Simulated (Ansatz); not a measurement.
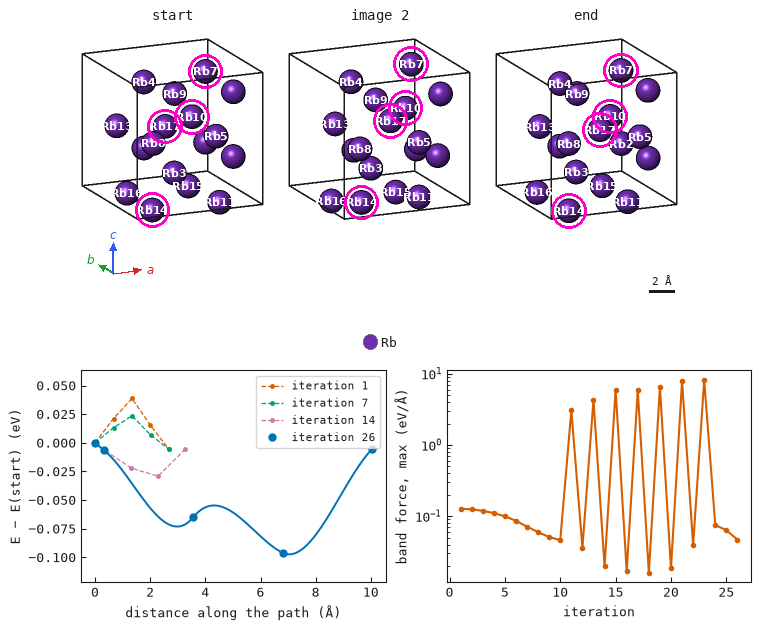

A search for the minimum-energy path of Rb with an interstitial Rb (17 atoms in the cell) by the nudged elastic band. Images are numbered from 0 (start) to 4 (end). The plot follows the band through its iterations. Style: spheres-only. Shown: the simulation cell (origin moved), slightly off an axis. The atoms that move most are ringed.

Level of theory: DFT PBEsol, scalar-relativistic, plane waves, PAW in Ansatz.

The input:
```yaml
crystal:
  lattice:
    - [11.18, 0.0, 0.0]
    - [0.0, 11.18, 0.0]
    - [0.0, 0.0, 11.18]
  atoms:
    - { symbol: Rb, position: [-0.00093935, -0.00507369, -0.00020525] }
    - { symbol: Rb, position: [0.50227459, 0.01887483, -0.01872915] }
    - { symbol: Rb, position: [-0.00112895, 0.44390525, -0.050167] }
    - { symbol: Rb, position: [-0.00099593, -0.00319675, 0.49984179] }
    - { symbol: Rb, position: [0.24962121, 0.25371121, 0.24901507] }
    - { symbol: Rb, position: [0.49727333, 0.50566083, 0.00398899] }
    - { symbol: Rb, position: [0.50231693, 0.02181103, 0.5172841] }
    - { symbol: Rb, position: [0.74983942, 0.25547855, 0.24898196] }
    - { symbol: Rb, position: [-0.00125765, 0.43531102, 0.55431999] }
    - { symbol: Rb, position: [0.30454067, 0.81508662, 0.24907806] }
    - { symbol: Rb, position: [0.26704448, 0.22889276, 0.75235097] }
    - { symbol: Rb, position: [0.49734015, 0.5039385, 0.49487301] }
    - { symbol: Rb, position: [0.69981366, 0.8064367, 0.24906152] }
    - { symbol: Rb, position: [0.73134793, 0.23155733, 0.75247768] }
    - { symbol: Rb, position: [0.24475889, 0.74613781, 0.74730399] }
    - { symbol: Rb, position: [0.75392648, 0.7445487, 0.74733741] }
    - { symbol: Rb, position: [0.00641853, 0.62557911, 0.25626446] }
basis:
  ecutwfc: 420.0
kpoints:
  mp_grid: { grid: [2, 2, 2] }
hamiltonian:
  xc: pbesol
scf:
  occupations: { method: gaussian, width: 0.05 }
  lower_state_search: "off"
  max_iter: 83
neb:
  images: 3
  f_tol: 0.05
  max_iterations: 50
  order_check: false
  spring: 50.0
  optimiser: fire
  final_atoms:
    - { symbol: Rb, position: [0.0126274, -0.0085504, 0.01326614] }
    - { symbol: Rb, position: [0.51166226, 0.00715472, -0.02652574] }
    - { symbol: Rb, position: [-0.07365223, 0.49737797, -0.04861754] }
    - { symbol: Rb, position: [0.01428295, -0.00867043, 0.48773696] }
    - { symbol: Rb, position: [0.30774059, 0.20780649, 0.25065675] }
    - { symbol: Rb, position: [0.50068357, 0.49648241, -0.00670155] }
    - { symbol: Rb, position: [0.50872583, 0.00704818, 0.52795501] }
    - { symbol: Rb, position: [0.7531264, 0.24196874, 0.25110429] }
    - { symbol: Rb, position: [-0.06646271, 0.49758311, 0.54596032] }
    - { symbol: Rb, position: [0.33356114, 0.80328433, 0.25058943] }
    - { symbol: Rb, position: [0.23380194, 0.2611319, 0.75235544] }
    - { symbol: Rb, position: [0.4991732, 0.49658161, 0.5072324] }
    - { symbol: Rb, position: [0.74828865, 0.75590786, 0.25103895] }
    - { symbol: Rb, position: [0.74570669, 0.22054865, 0.74790307] }
    - { symbol: Rb, position: [0.23948992, 0.73512092, 0.75242432] }
    - { symbol: Rb, position: [0.7355313, 0.77410644, 0.74812131] }
    - { symbol: Rb, position: [0.12556053, 0.51843194, 0.24505748] }
```

Run as
```bash
ansatz run input.yaml --threads 4 --pin off --max-ram 10240MiB --backend cpu --events-out ev --progress --plain --runs-dir out
```

**Judge this run.**

The run is converged, with reservations. The band converged in 26 iterations. The largest component of the band force went from 0.13 to 0.047 eV/Å. The spring constant is far from the usual few eV/Å², which spoils the spacing or the steps. The first iteration put the highest image at 0.039 eV. Relative to the start the highest point is image 0 at 0.000 eV and the end lies at −0.006 eV, but the profile dips to −0.096 eV at image 3 on the way, so there is an intermediate minimum on the way.

The run took 7.5 min on 4 threads of Intel(R) Xeon(R) 6975P-C (Granite Rapids) (shared host), peak memory 4.9 GiB.
